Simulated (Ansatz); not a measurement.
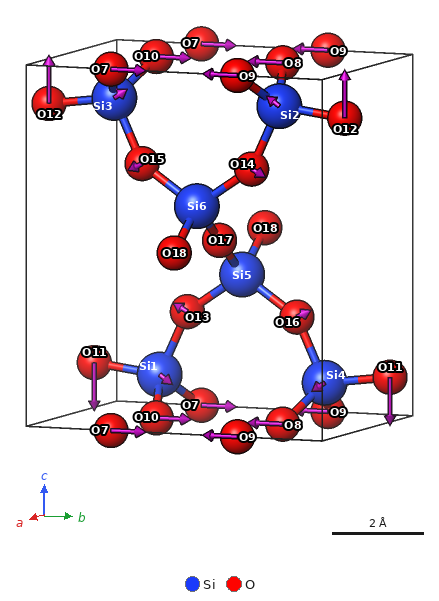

A relaxation of a crystal of SiO$_{2}$ (set up in Pmma). The starting structure is drawn; purple arrows show the displacements (the part carried along by the change of the cell is left out), 10 times their true length.

The picture is a ball-and-stick view of the cell of the calculation, seen slightly off an axis.

Case: volume × 0.94, shape and atoms relaxed.

Theory: DFT LDA, scalar-relativistic, plane waves, PAW (Ansatz).

Input file:
```yaml
crystal:
  lattice:
    - [5.1461323588, 0.0, 0.0]
    - [0.0, 7.0954739214, 0.0]
    - [0.0, 0.0, 8.0424452922]
  atoms:
    - { symbol: Si, position: [0.25, 0.2210122946, 0.0997843929] }
    - { symbol: Si, position: [0.75, 0.7789877054, 0.9002156071] }
    - { symbol: Si, position: [0.75, 0.2210122946, 0.9002156071] }
    - { symbol: Si, position: [0.25, 0.7789877054, 0.0997843929] }
    - { symbol: Si, position: [0.25, 0.5, 0.3879259292] }
    - { symbol: Si, position: [0.75, 0.5, 0.6120740708] }
    - { symbol: O, position: [0.0, 0.2861649896, 0.0] }
    - { symbol: O, position: [0.5, 0.7138350104, 0.0] }
    - { symbol: O, position: [0.0, 0.7138350104, 0.0] }
    - { symbol: O, position: [0.5, 0.2861649896, 0.0] }
    - { symbol: O, position: [0.25, 0.0, 0.1240417227] }
    - { symbol: O, position: [0.75, 0.0, 0.8759582773] }
    - { symbol: O, position: [0.25, 0.3148142161, 0.2777017382] }
    - { symbol: O, position: [0.75, 0.6851857839, 0.7222982618] }
    - { symbol: O, position: [0.75, 0.3148142161, 0.7222982618] }
    - { symbol: O, position: [0.25, 0.6851857839, 0.2777017382] }
    - { symbol: O, position: [0.5, 0.5, 0.5] }
    - { symbol: O, position: [0.0, 0.5, 0.5] }
basis:
  ecutwfc: 420
kpoints:
  mp_grid: { grid: [4, 4, 4] }
hamiltonian:
  xc: lda
scf:
  occupations: { method: gaussian, width: 0.02 }
output:
  forces: true
  stress: true
  eigenvalues: true
relax:
  adjacent_minimum: "off"
  f_tol: 0.01
  max_steps: 30
  cell: { stress_tol: 0.1, fix: [volume] }
```

Launched with:
```bash
ansatz run input.yaml --threads 4 --pin off --max-ram 10240MiB --backend cpu --events-out ev --progress --plain --runs-dir out
```

### Describe the change and its energy.

The largest moves relative to the cell, 0.11 Å, are those of O11 and O12. O11 goes along −c. Largest moves by element: O 0.11 Å, Si 0.04 Å. The drawn cell changes at constant volume: a 5.146 → 5.178 Å (+0.6 %), b 7.095 → 7.020 Å (−1.1 %), c 8.042 → 8.078 Å (+0.4 %). Some distances before and after: Si1–O10 1.585 → 1.597 Å, Si1–O11 1.580 → 1.589 Å, Si5–O17 1.571 → 1.578 Å. Among the angles between lasting bonds that change: Si2–O12–Si3 165.8° → 172.2°, Si3–O15–Si6 149.0° → 145.0°, Si1–O7–Si3 146.1° → 142.7°. The space group stays Pmma (No. 51). The energy falls by 4.6 meV per atom in 4 accepted moves (5 points after the start). Largest force component: 0.34 eV/Å at the start, 0.0064 eV/Å at the end. The pressure goes from 7.11 to 4.27 GPa. At 1 point the geometry stayed and the basis and grid were re-selected for the new cell (energy shift of 0.1 meV per atom at most each time). Cost: 2 min on 4 threads of Intel(R) Xeon(R) Processor @ 2.50GHz (Skylake/Cascade Lake), with other jobs on the host, peak memory 0.98 GiB.
